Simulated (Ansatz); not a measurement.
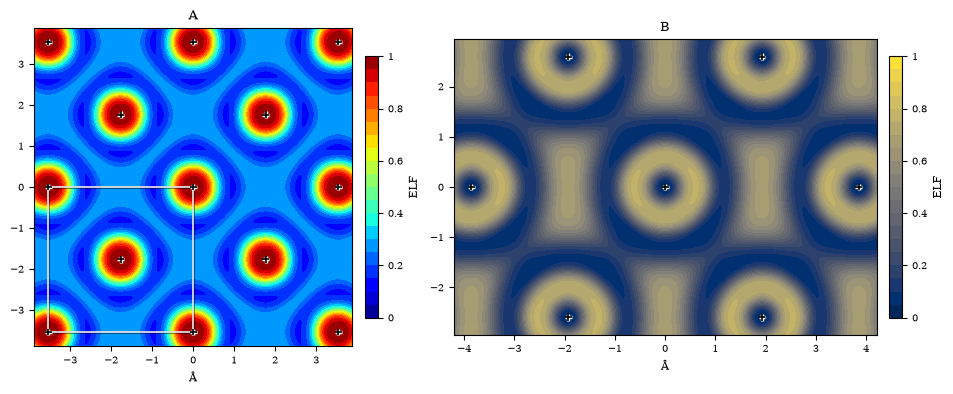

The ELF of 2 systems, each on a plane through atoms (crosses mark nuclei in the plane).

Theory: Ansatz 0.2.0, Kohn-Sham DFT of a periodic cell, PBE, Ansatz PAW.

System 1: Sc, the (011) plane of the conventional cell. Space group I4/mmm; a structure from a database of computed crystals, not necessarily the ambient phase.

```
Sc
1.0
     3.85981    0.00000    0.00000
     0.00000    3.85981    0.00000
     0.00000    0.00000    3.45796
Sc
2
Direct
  0.00000 0.00000 0.00000
  0.50000 0.50000 0.50000
```

System 2: Co, the (001) plane of the conventional cell. Space group Fm-3m; a structure from a database of computed crystals, not necessarily the ambient phase; computed pressure about −3 GPa in this cell; spin-polarised.

```
CELL_PARAMETERS angstrom
3.53658 0.00000 0.00000
0.00000 3.53658 0.00000
0.00000 0.00000 3.53658
ATOMIC_POSITIONS crystal
Co 0.00000 0.00000 0.00000
Co 0.50000 0.50000 0.00000
Co 0.50000 0.00000 0.50000
Co 0.00000 0.50000 0.50000
```

Q: Which map belongs to which system?

A: Panel A is system 2, Co: the plane holds Co. Co–Co (2.50 Å): the ELF is about 0.25 at the midpoint: no shared electron pair shows on this line. Panel B is system 1, Sc: the plane holds Sc. Sc–Sc (3.23 Å): the ELF is about 0.15 at the midpoint; no shared electron pair shows on this line.
